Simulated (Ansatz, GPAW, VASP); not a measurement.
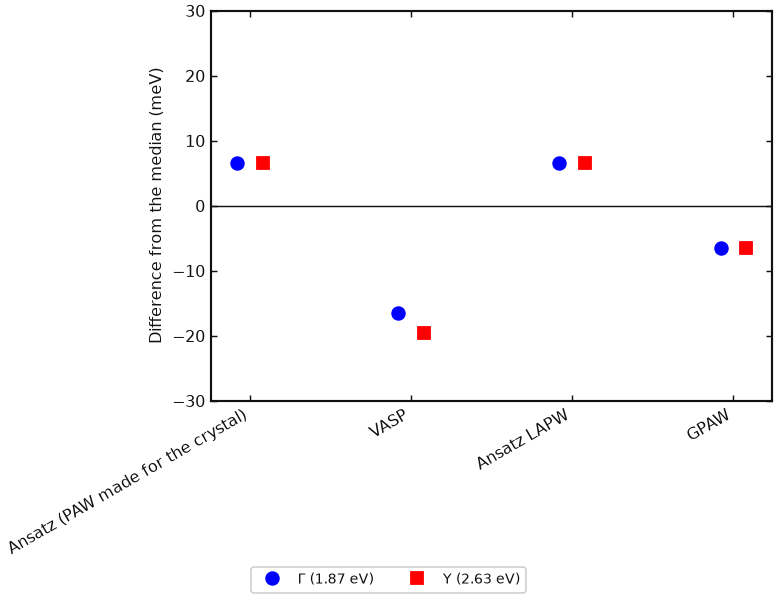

Direct gap at each named k point, for SnO2, space group Pmmm, 3 atoms in the cell; a = 3.02 Å, b = 4.96 Å, c = 5.98 Å, α = 90.00°, β = 90.00°, γ = 90.00°. Four runs by three programs used PBE (no spin polarisation, no spin-orbit coupling) on the same cell and 9×6×5 k mesh. The plot shows each result less the median of the plane-wave and all-electron runs, which the legend gives. In reduced coordinates of the cell that was run, Y is (0, 0.5, 0). The smallest gap over all k points computed is less than these values: 1.29 eV in VASP, from the valence top at (0.444, 0.5, 0) in reduced coordinates to the conduction bottom at Γ.

**What spread should one expect between these programs?**

The plane-wave and all-electron programs (VASP, Ansatz LAPW, GPAW and Ansatz (PAW made for the crystal)) agree within 27 meV at these points.

```
                          program          kind  valence electrons  Γ (eV)  Y (eV)
Ansatz (PAW made for the crystal)  all-electron                  –   1.873   2.640
                             VASP   plane waves                 26   1.850   2.614
                      Ansatz LAPW  all-electron                  –   1.873   2.640
                             GPAW   plane waves                 26   1.860   2.627
```

Settings. PAW data sets made for the crystal, Fermi-Dirac smearing of 0.05 eV (Ansatz). VASP PAW PBE potentials, release 64 (Sn_d, O), 520 eV cutoff, Fermi-Dirac smearing of 0.05 eV (VASP 6.6.1). all-electron LAPW, Fermi-Dirac smearing of 0.05 eV (Ansatz 0.2.0). GPAW PAW data sets (gpaw-data 1.2.1), 800 eV cutoff, Fermi-Dirac smearing of 0.05 eV (GPAW).

LDA, GGA and most meta-GGA functionals understate gaps. The usual form of SnO2 is rutile.
